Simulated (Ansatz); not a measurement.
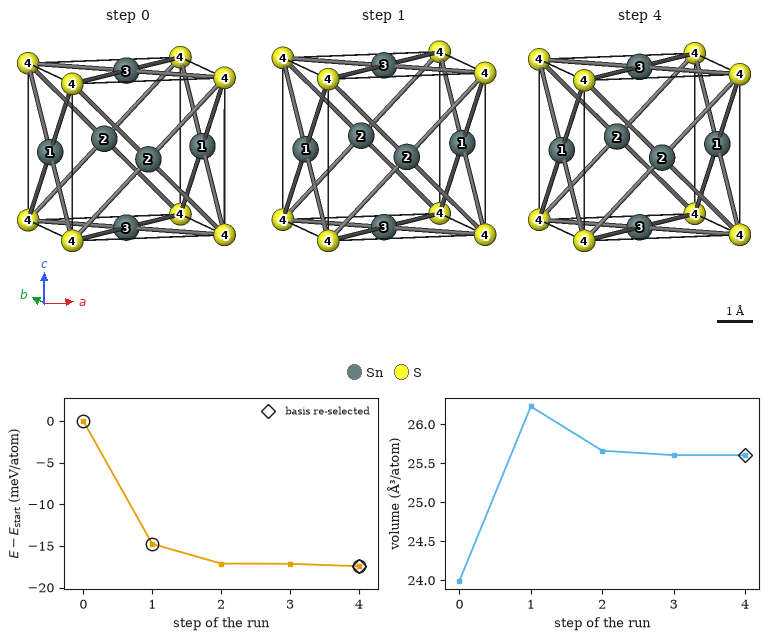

Frames of a relaxation of solid Sn$_{3}$S (built on the Cu3Au (L1_2)_221 type), marked on the history of the run. The picture is a ball-and-stick view of the cell of the calculation, seen slightly off an axis.

Case: Cu3Au (L1_2) type (Pm-3m, No. 221).

Level of theory: DFT PBE, scalar-relativistic, plane waves, PAW (Ansatz 0.2.0). (plane-wave cutoff 420 eV; k-point mesh 10 × 10 × 10; occupations gaussian; smearing width 0.1 eV; no spin polarisation; cell and atoms relaxed; force threshold 0.01 eV/Å; at most 80 steps)

**What happens along the run?**

After 3 accepted moves (4 points after the start) the energy has fallen by 17.4 meV per atom. All forces vanish by symmetry, so only the cell relaxes. The pressure goes from 3.67 to −0.01 GPa. At 1 point the geometry stayed and the basis and grid were re-selected for the new cell (energy shift of 0.3 meV per atom at most each time). No atom moves by more than 0.005 Å relative to the cell. The drawn cell changes as follows: a = b = c 4.579 → 4.679 Å (+2.2 %); the volume changes by +6.7 %. Among the contacts that change: Sn1–S4 3.238 → 3.308 Å. The space group stays Pm-3m (No. 221). Cost: 52 s on 1 thread of Arm Neoverse V1, on a shared host, peak memory 0.42 GiB. From step 0 to 1: volume +9.3 %, energy −14.8 meV per atom. From step 1 to 4: volume −2.4 %, energy −2.7 meV per atom.
